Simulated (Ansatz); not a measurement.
# Bilayer T-CdI2 in a field along the normal: induced dipole (PBEsol)

A gate puts a field across bilayer T-CdI2. How large is the induced dipole, and what happens to the gap?

All values are computed: Ansatz 0.2.0, PBEsol, plane waves, no spin–orbit coupling; sawtooth field with a dipole correction, atoms held at their zero-field places, cell area 15.6 Å². The field is the one in the vacuum. Energy changes count from the zero-field run.

| field (V/Å) | dipole (e·Å) | energy change (meV) | gap on the path (eV) |
| --- | --- | --- | --- |
| 0.05 | 0.046 | -1.2 | 2.39 |
| 0.1 | 0.092 | -4.6 | 2.36 |
| 0.2 | 0.184 | -18.4 | 2.28 |
| 0.3 | ? | ? | ? |
| 0.4 | 0.369 | -73.8 | 2.07 |

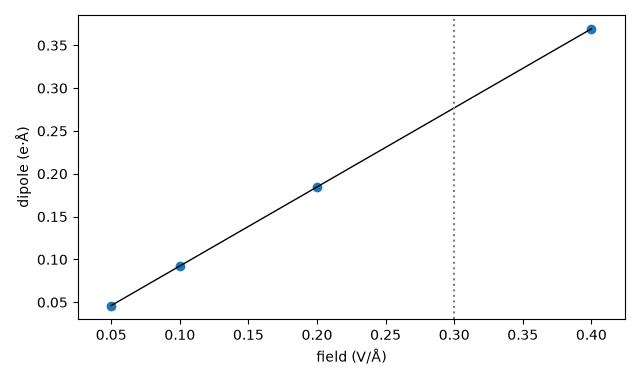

The shown rows (points), the fit (line) and the place of the withheld row (dotted).

**Fit.** A least-squares line through the shown values, as rounded, is dipole = 0.000 + 0.923 × field (V/Å); it misses them by 0.001 e·Å at most. The fit misses the rows by 0.000 e·Å on average, and their plain mean by 0.104 e·Å, so the fit does better. The slope is the electronic polarisability of the cell, α = 0.923 e·Å²/V. It also sets the energy, −αF²/2 for a sheet without a dipole of its own: -73.8 meV at 0.4 V/Å. From the weakest to the strongest field the gap on the path changes by -0.32 eV, since the field shifts the levels of one sheet against the other.

**The withheld row.** The prediction is 0.000 + 0.923 × (0.3) = 0.277 e·Å. The run gave dipole 0.277 e·Å, energy change -41.5 meV, gap on the path 2.18 eV. The miss in dipole is +0.000 e·Å, within the scatter of the fitted rows. The mean of the shown rows would have missed by +0.104 e·Å.

Ions don't move, so the lattice part of the screening is missing; semilocal functionals overestimate polarisabilities somewhat.
